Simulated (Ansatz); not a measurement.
**Ga9As7 (cell with a defect): density, localisation and related maps**

The calculation's input:

```
crystal:
  lattice:
    - [0.0, 5.7453846542, -5.7453846542]
    - [5.7453846542, 5.7453846542, 0.0]
    - [5.7453846542, 0.0, -5.7453846542]
  atoms:
    - { symbol: Ga, position: [0.4972514489, 0.5056514805, -0.0062975211] }
    - { symbol: Ga, position: [0.5, 0.0, 0.0] }
    - { symbol: Ga, position: [1.0, 0.5, 0.0] }
    - { symbol: Ga, position: [1.0, 0.0, 0.0] }
    - { symbol: Ga, position: [0.503495704, 0.4952973334, 0.501698084] }
    - { symbol: Ga, position: [0.4952586592, 0.0139038288, 0.4899426409] }
    - { symbol: Ga, position: [1.0002669791, 0.4805535379, 0.5088877675] }
    - { symbol: Ga, position: [1.0, 0.0, 0.5] }
    - { symbol: Ga, position: [0.3732506284, 0.3701357803, 0.3704934805] }
    - { symbol: As, position: [0.375, 0.875, 0.375] }
    - { symbol: As, position: [0.875, 0.375, 0.375] }
    - { symbol: As, position: [0.875, 0.875, 0.375] }
    - { symbol: As, position: [0.375, 0.375, 0.875] }
    - { symbol: As, position: [0.375, 0.875, 0.875] }
    - { symbol: As, position: [0.875, 0.375, 0.875] }
    - { symbol: As, position: [0.875, 0.875, 0.875] }
  host:
    lattice:
      - [0.0, 2.8726923271, 2.8726923271]
      - [2.8726923271, 0.0, 2.8726923271]
      - [2.8726923271, 2.8726923271, 0.0]
    atoms:
      - { symbol: Ga, position: [0.0, 0.0, 0.0] }
      - { symbol: As, position: [0.25, 0.25, 0.25] }
basis:
  ecutwfc: 420
  xc_grid: 2
kpoints:
  mp_grid: { grid: [3, 3, 3], shift: [0.0, 0.0, 0.0] }
hamiltonian:
  xc: pbe
scf:
  occupations: { method: gaussian, width: 0.02 }
output:
  forces: true
  stress: false
  eigenvalues: true
  charged_corrections: { defect_position: [0.375, 0.375, 0.375] }
  write_density: true
  write_potential: true
  elf: true
  volumetric_format: npy
relax:
  adjacent_minimum: "off"
  f_tol: 0.025
  max_steps: 45
```

Run with:

```sh
ansatz run input.yaml --threads 2 --pin off --max-ram 5120MiB --backend cpu --events-out ev --progress --plain --runs-dir out
```

The fields are those of the relaxed geometry.

Level of theory: DFT PBE, scalar-relativistic, plane waves, PAW in Ansatz 0.2.0.

In a PAW calculation such maps are meaningful between the atoms, not at the nuclei.

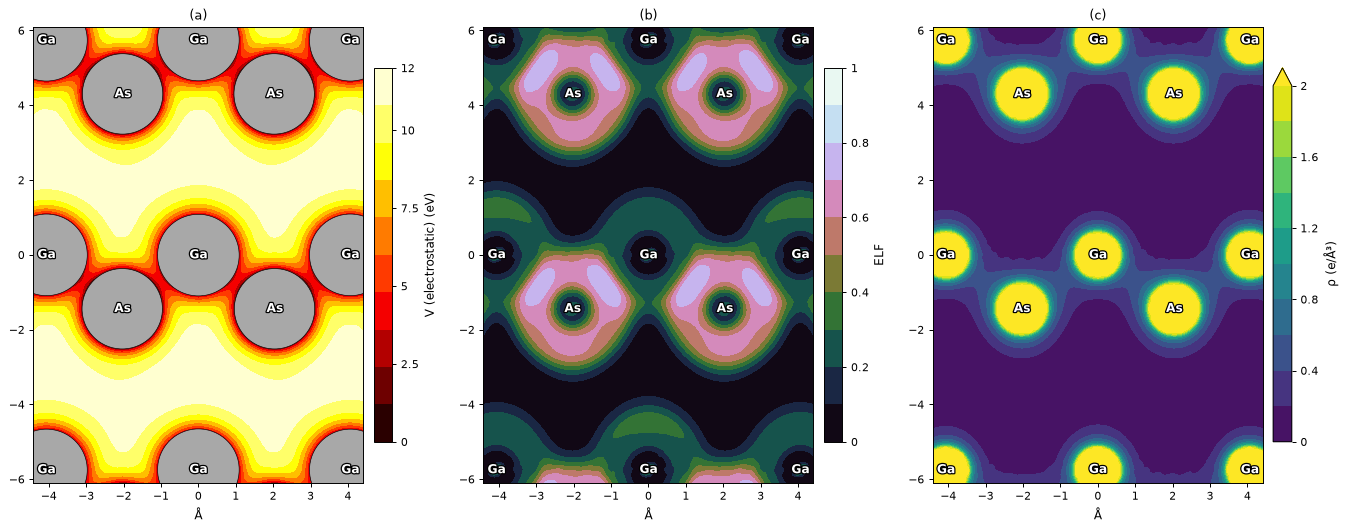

Figure 1. (a) electrostatic potential energy of an electron; (b) electron localisation function; (c) valence electron density on the (011̄) plane of the calculation cell. Grey discs cover the atomic cores in the potential map.

Question: What do the fields say about this system?

Answer: The section cuts through Ga and As sites.
Ga–As (2.49 Å): ρ is about 0.46 e/Å³ halfway; the ELF peaks at about 0.75 between the atoms.
Between the atoms the lowest density in this plane is 0.01 e/Å³.
The features right at Ga lie inside the PAW spheres, where the map follows smoothed inner orbitals and isn't to be read closely.
Outside the cores the potential energy rises away from the atoms and is highest about 2.4 Å from the nearest atoms; its zero is arbitrary.

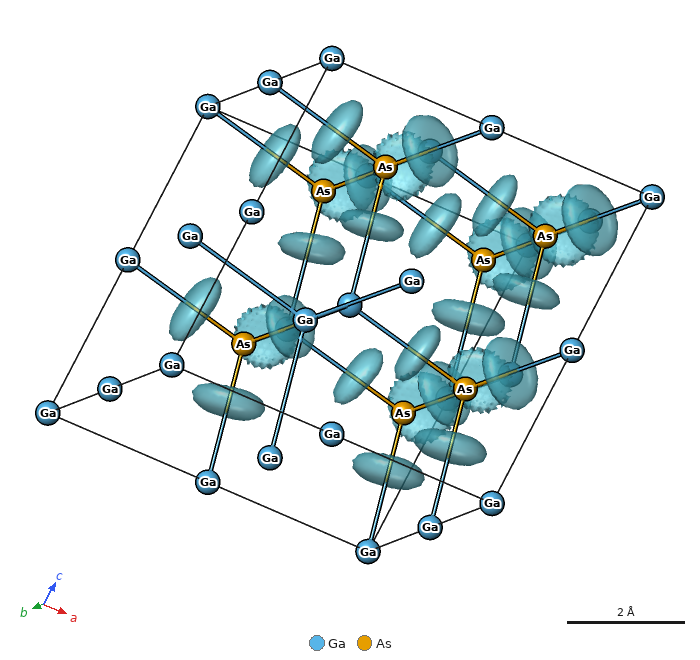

Figure 2. Isosurface of the ELF at 0.7 (cyan), seen at an oblique angle. Only the valence region is drawn (cores and ρ < 0.01 e/Å³ removed). Sticks mark near contacts.

Question: Describe the localisation domains.

Answer: The surface consists of 28 regions between bonded As–Ga atoms, counted in one cell of 16 atoms. Any copies at cell faces, edges or corners count once.


Ga–Ga (2.48 Å): the ELF peaks at about 0.60 between the atoms.

Question: Does the calculation give a band gap?

Answer: It is gapless in this calculation (a metal or semimetal).
